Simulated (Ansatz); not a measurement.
# Run report: Ir, geometry relaxation

- system: Ir (Fm-3m, 1 atom in the cell)
- method: DFT, PBEsol, plane waves, PAW (Ansatz 0.2.0)

The structure derives from an entry of the Crystallography Open Database.

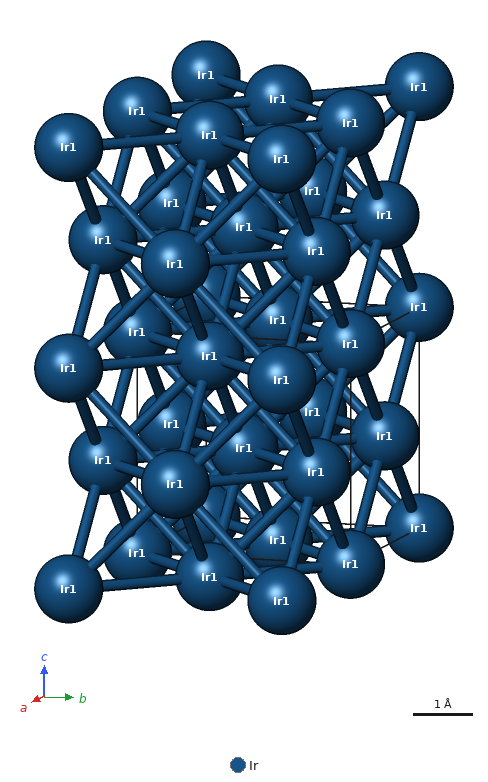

**Figure 1.** The structure as given in the input (ball-and-stick view of the cell 4 times as large as that of the calculation, set on its symmetry axes, repeated 2 × 1 × 2, seen slightly off an axis; atoms are numbered from 1 in the order of the input). Near neighbours in the crystal (not all of them lie inside the picture): Ir has 12 Ir at 2.69 Å.

**The input**
```yaml
crystal:
  lattice:
    - [0.0, 1.899058751, 1.899058751]
    - [1.899058751, 0.0, 1.899058751]
    - [1.899058751, 1.899058751, 0.0]
  atoms:
    - { symbol: Ir, position: [0.0, 0.0, 0.0] }
basis:
  ecutwfc: 420
kpoints:
  mp_grid: { grid: [20, 20, 20] }
hamiltonian:
  xc: pbesol
scf:
  max_iter: 60
output:
  forces: true
  eigenvalues: true
  stress: true
relax:
  adjacent_minimum: "off"
  f_tol: 0.001
  max_steps: 60
  cell: { stress_tol: 0.02, p_target: 22.0 }
```

Command:
```bash
ansatz run input.yaml --threads 1 --pin off --max-ram 3072MiB --backend cpu --events-out ev --progress --plain --runs-dir out
```

**What the program printed**
```
Error: YAML parse error: `scf.occupations.method` is required: fixed only where the cell keeps a band gap throughout the run, explicit beside scf.occupations.values (under evaluate: without them), else a smearing such as fermi_dirac (scf.occupations.width is optional; its entry in the input reference gives the default)
```

**What the run reported**

| quantity | value |
| --- | --- |
| outcome | refused by the program |
| space group (tolerance 0.01 Å) | Fm-3m (225) |
| hardware | 1 thread of Intel Xeon (Granite Rapids), 32 GiB of memory available, shared host |

**Diagnosis**

The input was spoiled on purpose: no occupation method (`scf.occupations`). The program refused the input: “YAML parse error: `scf.occupations.method` is required: fixed only where the cell keeps a band gap throughout the run, explicit beside scf.occupations.values (under evaluate: without them), else a smearing such as fermi_dirac (scf.occupations.width is optional; its entry in the input reference gives the default)” Results for this metal are sensitive to the k-point mesh.
